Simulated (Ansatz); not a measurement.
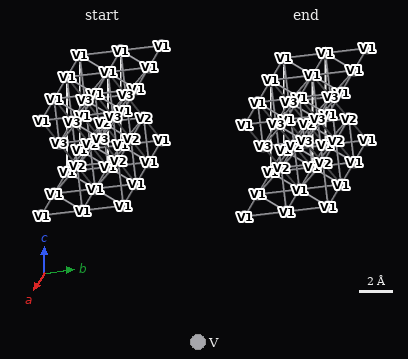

The structure of crystalline V (a generated structure, set up in R-3m) before (left) and after (right) a relaxation, at one scale.

A ball-and-stick model of the cell of the calculation, repeated 3 × 2 × 1 with one cell outlined, seen from a free direction.

Case: stacking ABC.

Computed with DFT PBE, scalar-relativistic, plane waves, PAW in Ansatz 0.2.0.

Input file:
```yaml
crystal:
  lattice:
    - [2.6105249404, 0.0, 0.0]
    - [-1.3052624702, 2.2607809156, 0.0]
    - [0.0, 0.0, 7.0331003086]
  atoms:
    - { symbol: V, position: [0.0, 0.0, 0.0] }
    - { symbol: V, position: [0.3333333333, 0.6666666667, 0.3333333333] }
    - { symbol: V, position: [0.6666666667, 0.3333333333, 0.6666666667] }
basis:
  ecutwfc: 420
kpoints:
  mp_grid: { grid: [18, 18, 7] }
hamiltonian:
  xc: pbe
scf:
  occupations: { method: gaussian, width: 0.1 }
output:
  forces: true
  stress: true
  eigenvalues: true
  populations: true
relax:
  adjacent_minimum: "off"
  f_tol: 0.01
  max_steps: 45
  cell: { stress_tol: 0.05 }
```

Launched with:
```bash
ansatz run input.yaml --threads 2 --pin off --max-ram 4096MiB --backend cpu --events-out ev --progress --plain --runs-dir out
```

**What changed between the two?**

Over 4 accepted moves (5 points after the start) the energy falls by 3.4 meV per atom. All forces vanish by symmetry, so only the cell relaxes. The pressure goes from 0.45 to 0.01 GPa. The SCF was repeated once at an unchanged geometry on a basis and grid sized afresh for the cell, which shifted the energy by less than 0.05 meV per atom at most. The atoms keep their places relative to the cell (all moves are under 0.005 Å). The drawn cell changes as follows: a = b 2.611 → 2.655 Å (+1.7 %), c 7.033 → 6.826 Å (−2.9 %); the volume changes by +0.4 %. Near-neighbour distances that change, for instance: V1–V1 2.611 → 2.655 Å, V1–V2 2.787 → 2.743 Å. The space group stays R-3m (No. 166). The run took 34 s on 2 threads of Arm Neoverse V2 (shared host), peak memory 0.47 GiB.
